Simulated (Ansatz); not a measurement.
Geometry relaxation of Ni₂Si (part 2 of 2)

The same run, continued: Ni₂Si (P6₃/mmc, 6 atoms in the cell); DFT PBEsol, scalar-relativistic, plane waves, PAW, no spin polarisation (Ansatz 0.2.0); cutoff 420 eV, 12×12×8 k-mesh, Gaussian smearing of 0.1 eV. The structure derives from an entry of the Crystallography Open Database. It belongs to a series of runs on one base structure; here: relaxed again under DFT PBEsol, scalar-relativistic, plane waves, PAW.

Geometry of the input (Å; fractional positions):
```
3.9119  0.0000  0.0000
-1.9560  3.3878  0.0000
0.0000  0.0000  4.9915
Si 0.3333  0.6667  0.7500
Si 0.6667  0.3333  0.2500
Ni 0.0000  0.0000  0.0000
Ni 0.0000  0.0000  0.5000
Ni 0.3333  0.6667  0.2500
Ni 0.6667  0.3333  0.7500
```

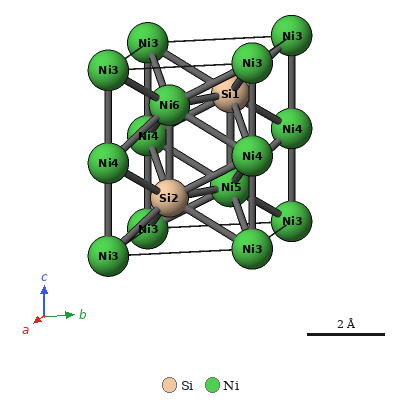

**Figure 1.** The geometry at step 2 of the log (ball-and-stick view of the cell of the calculation, seen slightly off an axis; atoms are numbered from 1 in the order of the input).

**Log, continued**
```
SCF iter   1: F=—  HF=-24466.356432 eV  |F-HF|=—  |Δ(HF+E_count)|=         —  Δρ=1.86e-4  dr2=1.40e-5  ethr=2.88e-8  ⟨swp⟩=2.0  Hψ=18434  notcnv=0
preconditioner: auto → Kerker (q_TF=auto, 2.834 Å⁻¹)  [metal: Δε(μ)=0.006 eV  Ē_g=7.403 eV  σ=0.100 eV  W_gap=0.04  n_scr=22 (ndim 8)  ℏωp=32.2 eV  f_vac=0.000  D(μ)=3.49/eV (n_scr^D=22)]
SCF iter   2: F=—  HF=-24466.356445 eV  |F-HF|=—  |Δ(HF+E_count)|=   1.37e-5  Δρ=5.54e-5  dr2=1.41e-6  ethr=1.75e-8  ⟨swp⟩=1.4  Hψ=5078  notcnv=0
iter 3 did not close the SCF: its close was put off for the readings that it lacked (scf_convergence_deferred on its scf_iter line)
SCF iter   3: F=-24466.356445 eV  HF=-24466.356445 eV  |F-HF|=3.42e-8  |Δ(HF+E_count)|=   2.60e-7  Δρ=1.23e-5  dr2=7.63e-8  ethr=1.77e-9  ⟨swp⟩=2.0  Hψ=5503  notcnv=0
iter 4 did not close the SCF: its close was put off for the readings that it lacked (scf_convergence_deferred on its scf_iter line)
SCF iter   4: F=-24466.356445 eV  HF=-24466.356445 eV  |F-HF|=8.94e-9  |Δ(HF+E_count)|=   6.54e-9  Δρ=6.05e-6  dr2=1.82e-8  ethr=9.54e-11  ⟨swp⟩=2.0  Hψ=6830  notcnv=0
iter 5 did not close the SCF: its close was put off for the readings that it lacked (scf_convergence_deferred on its scf_iter line)
SCF iter   5: F=-24466.356445 eV  HF=-24466.356445 eV  |F-HF|=4.30e-9  |Δ(HF+E_count)|=   1.66e-9  Δρ=2.84e-6  dr2=3.90e-9  ethr=2.27e-11  ⟨swp⟩=2.1  Hψ=5721  notcnv=0
SCF iter   6: F=-24466.356445 eV  HF=-24466.356445 eV  |F-HF|=1.49e-10  |Δ(HF+E_count)|=  5.57e-10  Δρ=4.85e-7  dr2=1.81e-10  ethr=4.87e-12  ⟨swp⟩=5.1  Hψ=25243  notcnv=0
SCF 4 converged in 6 iterations: F = -24466.356445 eV  dr2 = 1.81e-10
relax step   4: F+E_penalty+E_count = -24466.35644517 eV  Δ(F+E_penalty+E_count) = -3.607e-5 eV  max|allowed force component| = 1.264e-16 eV/Å  Δτ_max = 0.0000 Å  P = -0.009 GPa  Ω = 63.722 Å³  energy of the carried Pulay correction = +8.320e-4 eV  (6 SCF iters, dr2 threshold 2.06e-7 eV, accepted)
Initial wavefunctions: pseudopotential atomic-orbital guess (no wavefunctions were taken with the density)
iter 1 solved again at ethr=3.24e-7 eV; its pass at ethr=3.10e-3 eV (dr2=2.59e-4 eV) is discarded
SCF iter   1: F=—  HF=-24466.355612 eV  |F-HF|=—  |Δ(HF+E_count)|=         —  Δρ=5.44e-5  dr2=2.25e-7  ethr=3.24e-7  ⟨swp⟩=3.0  Hψ=27766  notcnv=0
eigensolver tolerance schedule: the retry pair's looser diagonalisation over-reported the residual by 1150.41 of it (diagonalisation noise at 0.14 of the residual, at the tolerance the schedule requests for it); recorded, not acted on — ethr = c·dr2/N_el stays at c = 1.0e-1
SCF iter   2: F=—  HF=-24466.355630 eV  |F-HF|=—  |Δ(HF+E_count)|=   1.77e-5  Δρ=2.95e-5  dr2=2.18e-7  ethr=2.82e-10  ⟨swp⟩=2.2  Hψ=8397  notcnv=0
SCF iter   3: F=—  HF=-24466.355630 eV  |F-HF|=—  |Δ(HF+E_count)|=   1.52e-9  Δρ=1.25e-5  dr2=4.08e-8  ethr=2.73e-10  ⟨swp⟩=1.0  Hψ=4560  notcnv=0
SCF iter   4: F=—  HF=-24466.355630 eV  |F-HF|=—  |Δ(HF+E_count)|=   4.25e-9  Δρ=3.19e-6  dr2=2.05e-9  ethr=5.10e-11  ⟨swp⟩=2.0  Hψ=6199  notcnv=0
SCF iter   5: F=—  HF=-24466.355630 eV  |F-HF|=—  |Δ(HF+E_count)|=  9.24e-10  Δρ=9.85e-7  dr2=2.50e-10  ethr=2.56e-12  ⟨swp⟩=2.0  Hψ=6405  notcnv=0
SCF iter   6: F=-24466.355630 eV  HF=-24466.355630 eV  |F-HF|=1.46e-11  |Δ(HF+E_count)|=  1.09e-11  Δρ=1.23e-7  dr2=5.45e-12  ethr=1.00e-12  ⟨swp⟩=6.0  Hψ=21990  notcnv=0
SCF 5 converged in 6 iterations: F = -24466.355630 eV  dr2 = 5.45e-12
relax step   5: F+E_penalty+E_count = -24466.35563009 eV  Δ(F+E_penalty+E_count) = +8.151e-4 eV  max|allowed force component| = 2.143e-16 eV/Å  Δτ_max = 0.0000 Å  P = -0.006 GPa  Ω = 63.722 Å³  stress off target by 1.01e-2 GPa  SCF on the basis re-selected at this cell (its energy is not comparable with the rows above)  (6 SCF iters)
basis re-selected at this cell: Δ(F+E_penalty+E_count) = +8.151e-4 eV, ΔP = +0.003 GPa vs the last step (what re-selecting the basis moved, of the pressure what is left beyond the Pulay correction that the steps carried, after the strain that the cell walked since its last selection, with what the two solves' SCF thresholds leave and, on support functions, any second-order correction that the steps lacked; it is no measure of the basis error at this ecutwfc). This SCF's stress stands 1.01e-2 GPa from its target on what of the cell is left free (relax.cell.stress_tol is 5.00e-2 GPa) and its largest allowed force component is 2.14e-16 eV/Å (relax.f_tol is 5.00e-3 eV/Å): within both
SCF converged after 6 iterations
Free energy (F): -24466.355630 eV
Harris-Foulkes:  -24466.355630 eV  (|F-HF|=1.46e-11)
Internal energy: -24466.338174 eV  (E = F + TS)
E sigma→0 (E₀):  -24466.346902 eV
Entropy (-TS):   -0.017456 eV (-2.909 meV/atom)
Fermi energy:    17.654370 eV
--- Per-component energies (eV) ---
  E_band       = -1106.711633
  E_kinetic    = 1233.110386
  E_local      = -15776.622982  (includes V_loc(G=0)·N_el)
  E_nonlocal   = 2601.554672
  E_hartree    = 6744.958084
  E_xc         = -455.350686
  E_vxc        = -541.751670  (∫ρ·V_xc dr)
  E_paw        = -7385.042413  (= ΣΔE_a)
  E_vpaw       = -2112.920081  (= ΣTr[D̂ρ^β])
  E_aug_tail   = 0.001931  (compensation charges beyond the density's cutoff)
  E_ewald      = -11429.799443
  E_core_change = 0.852277  (= ΣΔE_core)
  E_smearing   = -0.017456  (= −TS)
  E_closure    = 0.000000  (closes the sum)
  Σ components = -24466.355630   (vs F -24466.355630, Δ=0.00e0)
--- Forces (eV/Å), atoms counted from 1 ---
  atom   1  Si    -0.00000000     0.00000000     0.00000000
  atom   2  Si     0.00000000    -0.00000000    -0.00000000
  atom   3  Ni     0.00000000    -0.00000000     0.00000000
  atom   4  Ni     0.00000000     0.00000000     0.00000000
  atom   5  Ni    -0.00000000     0.00000000     0.00000000
  atom   6  Ni     0.00000000    -0.00000000    -0.00000000
  max |Σ_I F_I| component: 4.63e-17 eV/Å
--- Stress (GPa, compression-positive) ---
       -0.010149      -0.000000       0.000000
       -0.000000      -0.010149       0.000000
        0.000000       0.000000       0.001377
  P = ⅓ Tr σ = -0.0063 GPa (-0.063 kbar)
--- Band table (eV; the first three rows and the last of 95) ---
  k-point 0: bands = ["-85.6215", "-85.6205", "-85.3779", "-85.3649", "-46.2384", "-46.2384", "-46.2341", "-46.2341", "-46.1002", "-46.0966", "-46.0242", "-45.9159", "-45.9159", "-45.9091", "-45.9091", "-45.8853", "4.8045", "9.3290", "11.0157", "12.4176", "12.4176", "13.5942", "13.5942", "13.6516", "13.7758", "13.7758", "14.3019", "14.3019", "15.5882", "15.5882", "15.7201", "16.2421", "16.2421", "16.2580", "16.2580", "16.3372", "17.0144", "17.0144", "17.7973", "20.3741", "20.3797", "20.3797", "20.5345", "20.5345", "20.9306", "21.9433", "21.9433", "23.2789"]
  k-point 1: bands = ["-85.6215", "-85.6205", "-85.3774", "-85.3654", "-46.2382", "-46.2382", "-46.2342", "-46.2342", "-46.1002", "-46.0968", "-46.0188", "-45.9156", "-45.9156", "-45.9093", "-45.9093", "-45.8906", "4.9007", "8.8361", "11.4411", "12.4376", "12.4376", "13.4124", "13.4124", "13.6710", "13.9339", "13.9339", "14.3004", "14.3004", "15.6483", "15.6483", "15.6878", "16.2428", "16.2428", "16.2521", "16.2521", "16.3817", "16.9652", "16.9652", "17.9439", "20.3738", "20.4824", "20.4824", "20.5589", "20.5589", "20.7552", "21.8291", "21.8291", "23.4653"]
  k-point 2: bands = ["-85.6213", "-85.6206", "-85.3760", "-85.3668", "-46.2378", "-46.2378", "-46.2347", "-46.2347", "-46.1001", "-46.0973", "-46.0035", "-45.9149", "-45.9149", "-45.9101", "-45.9101", "-45.9056", "5.1868", "7.9559", "12.1364", "12.4985", "12.4985", "13.1669", "13.1669", "13.6857", "14.1087", "14.1087", "14.2983", "14.2983", "15.6308", "15.8132", "15.8132", "16.2386", "16.2386", "16.2455", "16.2455", "16.3470", "16.8244", "16.8244", "18.5126", "20.4147", "20.4149", "20.6350", "20.6350", "20.7873", "20.7873", "21.5590", "21.5590", "23.7561"]
  k-point 94: bands = ["-85.6206", "-85.6206", "-85.3717", "-85.3717", "-46.2392", "-46.2392", "-46.2370", "-46.2370", "-46.1022", "-46.1022", "-45.9524", "-45.9524", "-45.9162", "-45.9162", "-45.9054", "-45.9054", "8.7326", "8.7326", "10.8027", "10.8027", "11.6158", "11.6158", "13.6621", "13.6621", "14.4122", "14.4122", "14.7024", "14.7024", "15.0598", "15.0598", "15.3246", "15.3246", "15.9354", "15.9354", "16.2644", "16.2644", "16.3263", "16.3263", "16.4838", "16.4838", "17.4380", "17.4380", "23.1876", "23.1876", "23.8700", "23.8700", "25.5973", "25.5973"]
--- Relaxed structure (4 steps of the walk, 4 accepted, 1 SCFs on fresh bases) ---
  F+E_penalty+E_count = -24466.35563009 eV   max|allowed force component| = 2.143e-16 eV/Å   (the final SCF, on the basis selected at the relaxed cell)
  cell:  # Å, volume = 63.7220 Å³
    - [3.8685498338226227, 2.8547438643464437e-11, -1.3935308123054926e-29]
    - [-1.934274916936034, 3.3502624318821863, -1.6354743003052949e-18]
    - [6.338548889885574e-34, -2.4096243764958988e-18, 4.916574953835406]
  atoms:
    - { symbol: Si, position: [0.33333333333333337, 0.6666666666666667, 0.75] }
    - { symbol: Si, position: [0.6666666666666667, 0.33333333333333337, 0.25000000000000006] }
    - { symbol: Ni, position: [3.07692484740893e-35, -1.3693980305376624e-36, -5.164704296278477e-35] }
    - { symbol: Ni, position: [2.407412430484045e-35, 0.0, 0.5000000000000001] }
    - { symbol: Ni, position: [0.33333333333333337, 0.6666666666666667, 0.25000000000000006] }
    - { symbol: Ni, position: [0.6666666666666667, 0.33333333333333337, 0.75] }
```

**Trajectory as extended XYZ (Å, eV, eV/Å), 5 frames, from step=1 to step=5**
```
6
Lattice="3.9119 0.0000 0.0000 -1.9560 3.3878 0.0000 0.0000 0.0000 4.9915" Properties=species:S:1:pos:R:3:forces:R:3 step=1 energy=-24466.29474 pressure_GPa=-7.76
Si    0.0000    2.2586    3.7436    0.0000   0.0000   0.0000
Si    1.9560    1.1293    1.2479    0.0000   0.0000   0.0000
Ni    0.0000    0.0000    0.0000    0.0000   0.0000   0.0000
Ni    0.0000    0.0000    2.4957    0.0000   0.0000   0.0000
Ni    0.0000    2.2586    1.2479    0.0000   0.0000   0.0000
Ni    1.9560    1.1293    3.7436    0.0000   0.0000   0.0000
6
Lattice="3.8872 0.0000 0.0000 -1.9436 3.3664 0.0000 0.0000 0.0000 4.9488" Properties=species:S:1:pos:R:3:forces:R:3 step=2 energy=-24466.34453 pressure_GPa=-3.52
Si    0.0000    2.2443    3.7116    0.0000   0.0000   0.0000
Si    1.9436    1.1221    1.2372    0.0000   0.0000   0.0000
Ni    0.0000    0.0000    0.0000    0.0000   0.0000   0.0000
Ni    0.0000    0.0000    2.4744    0.0000   0.0000   0.0000
Ni    0.0000    2.2443    1.2372    0.0000   0.0000   0.0000
Ni    1.9436    1.1221    3.7116    0.0000   0.0000   0.0000
6
Lattice="3.8673 0.0000 0.0000 -1.9336 3.3492 0.0000 0.0000 0.0000 4.9138" Properties=species:S:1:pos:R:3:forces:R:3 step=3 energy=-24466.35641 pressure_GPa=0.26
Si    0.0000    2.2328    3.6853    0.0000   0.0000   0.0000
Si    1.9336    1.1164    1.2284    0.0000   0.0000   0.0000
Ni    0.0000    0.0000    0.0000    0.0000   0.0000   0.0000
Ni    0.0000    0.0000    2.4569    0.0000   0.0000   0.0000
Ni    0.0000    2.2328    1.2284    0.0000   0.0000   0.0000
Ni    1.9336    1.1164    3.6853    0.0000   0.0000   0.0000
6
Lattice="3.8685 0.0000 0.0000 -1.9343 3.3503 0.0000 0.0000 0.0000 4.9166" Properties=species:S:1:pos:R:3:forces:R:3 step=4 energy=-24466.35645 pressure_GPa=-0.01
Si    0.0000    2.2335    3.6874    0.0000   0.0000   0.0000
Si    1.9343    1.1168    1.2291    0.0000   0.0000   0.0000
Ni    0.0000    0.0000    0.0000    0.0000   0.0000   0.0000
Ni    0.0000    0.0000    2.4583    0.0000   0.0000   0.0000
Ni    0.0000    2.2335    1.2291    0.0000   0.0000   0.0000
Ni    1.9343    1.1168    3.6874    0.0000   0.0000   0.0000
6
Lattice="3.8685 0.0000 0.0000 -1.9343 3.3503 0.0000 0.0000 0.0000 4.9166" Properties=species:S:1:pos:R:3:forces:R:3 step=5 energy=-24466.35563 pressure_GPa=-0.01
Si    0.0000    2.2335    3.6874    0.0000   0.0000   0.0000
Si    1.9343    1.1168    1.2291    0.0000   0.0000   0.0000
Ni    0.0000    0.0000    0.0000    0.0000   0.0000   0.0000
Ni    0.0000    0.0000    2.4583    0.0000   0.0000   0.0000
Ni    0.0000    2.2335    1.2291    0.0000   0.0000   0.0000
Ni    1.9343    1.1168    3.6874    0.0000   0.0000   0.0000
```

**Results in brief**

- outcome: converged
- space group (tolerance 0.01 Å): P6₃/mmc (194)
- electrons treated: 80
- free energy: −24466.3556 eV
- Fermi energy: 17.654 eV
- gap on the k-point mesh: none (metallic)
- pressure: −0.01 GPa
- final volume: 63.72 Å³
- largest force (length of the vector) at the end: under 0.001 eV/Å
- final cell: a = 3.869 Å, b = 3.869 Å, c = 4.917 Å, α = 90.00°, β = 90.00°, γ = 120.00°
- hardware: 2 threads of Arm Neoverse V1, 24 GiB of memory available, shared host
- wall time: 52 s (CPU time 1.7 min)
- peak memory: 0.53 GiB

**Remarks**

The run has no spin polarisation, so a magnetic state may lie lower.
